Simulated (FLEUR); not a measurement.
System: Ga, space group I4/mmm (No. 139).

Structure:
```
CELL_PARAMETERS angstrom
-1.38440 1.38440 2.31122
1.38440 -1.38440 2.31122
1.38440 1.38440 -2.31122
ATOMIC_POSITIONS crystal
Ga 0.00000 0.00000 0.00000
```

Computed with FLEUR MaX-R8.1 (later development tree): all-electron LAPW DFT, no spin polarisation; energies at scaled volumes of the given cell, shape and fractions fixed, counted from the fit's minimum, third-order Birch-Murnaghan fit. Level: LDA.

k mesh 13×13×13; occupations Fermi–Dirac; smearing width 0.05 eV; potentials all electron; program settings basis FLAPW, kmax 4.14 1/bohr.

What does the calculation give for the energy against volume? The volume takes the values 16.66, 17.01, 17.72, 18.43, 18.78 Å³/atom.

A third-order Birch–Murnaghan fit gives V0 = 17.03 Å³/atom, B0 = 68.5 GPa and B′ = 5.8. The energy is 1.82 meV/atom at volume 16.66 Å³/atom and 30.96 meV/atom at 18.78 Å³/atom; the lowest computed point is at volume 17.01 Å³/atom (0.00 meV/atom), and no other minimum shows among the points.

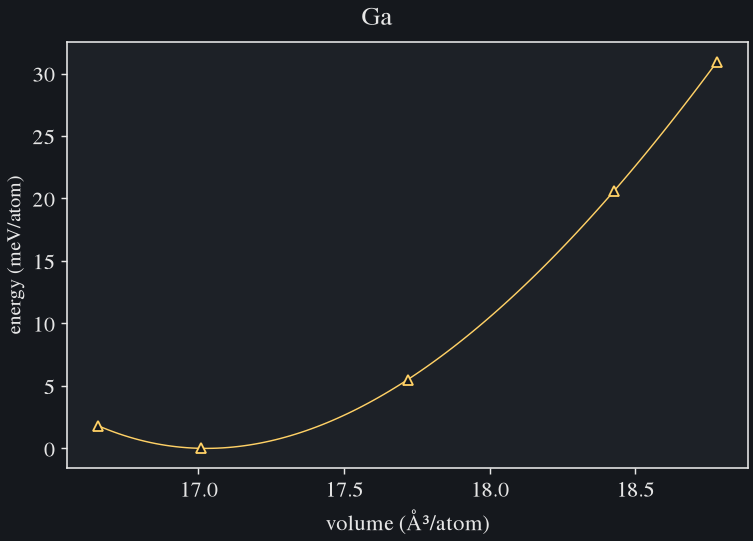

Note: shape and atomic fractions are frozen while scaling, which makes layered, chain and framework solids too stiff.
